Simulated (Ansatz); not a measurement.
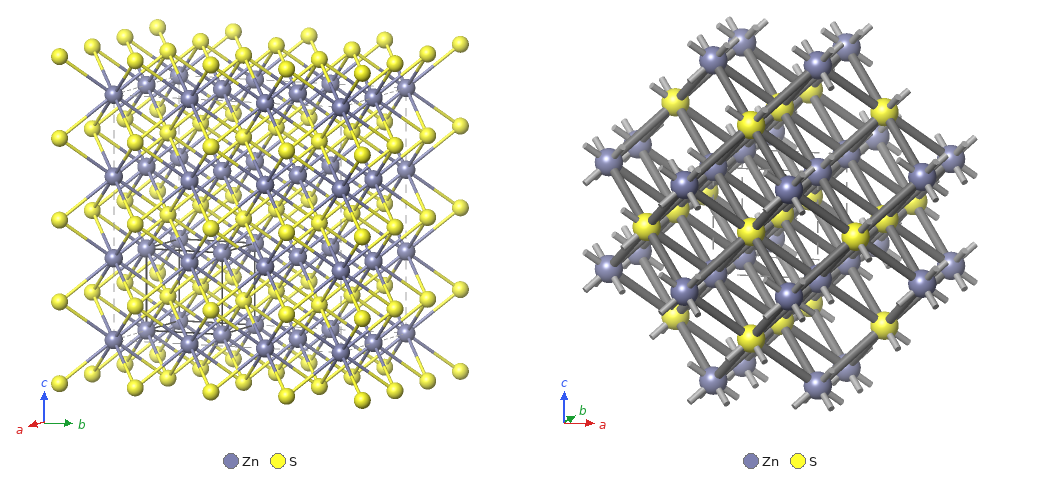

Left: the structure. Right: its underlying net. Nodes are coloured by element. Edges to nodes outside the piece are drawn as stubs.

System ZnS (space group Pm-3m, No. 221); source of the atomic positions: the geometry relaxed with DFT, PBE, plane waves, PAW (Ansatz 0.2.0); the starting structure was generated, so it need not be a known form of this composition.

Bonds are taken as S–Zn below 3.1 Å; no other contact counts. The graph is simplified in the usual way: terminal and isolated atoms are pruned, two-connected atoms become edges.

The result is a uninodal 8-connected, three-periodic net: Zn and S are 8-connected nodes. It is the bcu net, known from CsCl and the body-centred cubic metals. It is a single net, without interpenetration.

```csv
node,links,point symbol,coordination sequence
Zn and S,8,4^24.6^4,8 26 56 98 152 218 296 386
```
